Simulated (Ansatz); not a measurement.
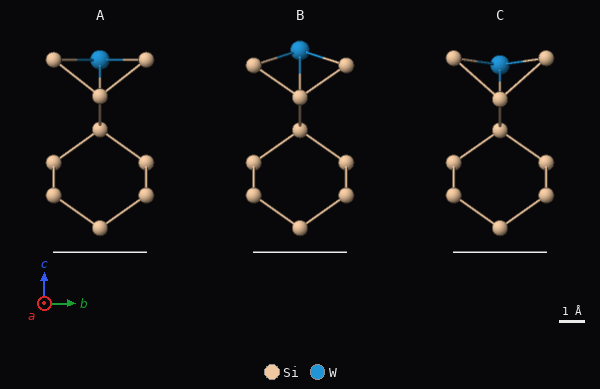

3 geometries from one constrained relaxation of a slab of composition Si6W (cut from the Fd-3m phase), in shuffled order. The picture is a ball-and-stick view of the cell of the calculation, outlined in the plane, without the vacuum, seen along the a axis.

Case: W put at a hollow Si-Si site. The slab is the (1 0 0) face of Si with W on it. 3 atoms are held fixed.

Computed with DFT PBEsol, scalar-relativistic, plane waves, PAW (Ansatz). (plane-wave cutoff 420 eV; k-point mesh 8 × 8 × 1; occupations gaussian; smearing width 0.05 eV; collinear spin; dipole correction; atoms relaxed in a fixed cell; force threshold 0.03 eV/Å; at most 70 steps)

> Put them in the order of the run, from the start to the converged end.

B, A, C. They are steps 0, 2, 6, at +1.185 eV per cell of the calculation, +0.142 eV per cell of the calculation relative to the last. The energy falls by 1.185 eV per cell of the calculation in 6 geometry steps. Largest force component: 2 eV/Å at the start, 0.0018 eV/Å at the end. The atom that moves furthest is the W atom (0.60 Å along the normal (−c)). Largest moves by element: W 0.60 Å, Si 0.30 Å. The cell stays as it was. Some distances before and after: Si–W 3.312 → 2.722 Å, Si–W 2.738 → 2.394 Å, Si–Si 2.337 → 2.569 Å, Si–W 2.786 → 2.731 Å. Among the angles between lasting bonds that change: W–Si–W 89.1° → 106.7°, Si–Si–W 133.9° → 117.3°, W–Si–W 154.3° → 168.4°. The program noted that the starting moments weren't kept. The run took 12 min on 1 thread of Arm Neoverse V2, on a shared host, peak memory 0.8 GiB.

Limits of the set-up: the periodic images lie only 3.8 Å apart, so the values are limited by the cell's size.
